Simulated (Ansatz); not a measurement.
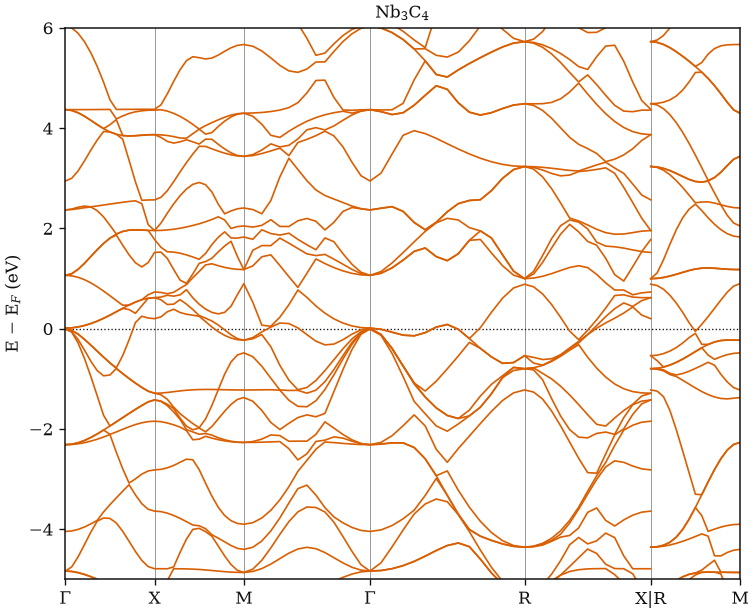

Band structure. Energies are counted from the Fermi level.

**Which Bravais lattice do the labels of the path belong to?**

A simple cubic lattice: the path Γ–X–M–Γ–R–X|R–M runs through the special points of its Brillouin zone.

Input of the run:

```
crystal:
  lattice:
    - [4.3918770777, 0.0, 0.0]
    - [0.0, 4.3918770777, 0.0]
    - [0.0, 0.0, 4.3918770777]
  atoms:
    - { symbol: Nb, position: [0.0, 0.5, 0.5] }
    - { symbol: Nb, position: [0.5, 0.0, 0.5] }
    - { symbol: Nb, position: [0.5, 0.5, 0.0] }
    - { symbol: C, position: [0.5, 0.0, 0.0] }
    - { symbol: C, position: [0.0, 0.5, 0.0] }
    - { symbol: C, position: [0.0, 0.0, 0.5] }
    - { symbol: C, position: [0.0, 0.0, 0.0] }
basis:
  ecutwfc: 420
kpoints:
  mp_grid: { grid: [8, 8, 8] }
  band_path:
    path:
      - [[0.0, 0.0, 0.0], [0.0, 0.5, 0.0], [0.5, 0.5, 0.0], [0.0, 0.0, 0.0], [0.5, 0.5, 0.5], [0.0, 0.5, 0.0]]
      - [[0.5, 0.5, 0.5], [0.5, 0.5, 0.0]]
    npoints: 14
hamiltonian:
  xc: pbe
scf:
  occupations: { method: gaussian, width: 0.1 }
  n_extra_bands: 17
output:
  forces: true
  stress: true
  eigenvalues: true
  populations: true
  dos: { projected: true, de: 0.02, nscf_kmesh: { grid: [12, 12, 12] } }
  bader: true
  write_density: true
  write_potential: true
  elf: true
  volumetric_format: npy
```

Launched with:
```bash
ansatz run input.yaml --threads 1 --pin off --max-ram 2048MiB --backend cpu --events-out ev --progress --plain --runs-dir out
```

**Metal, semiconductor or insulator?**

A metal: bands cross the Fermi level along this path.

The structure is an invented one, so it need not be a known or stable phase. The starting guess was a poor one.
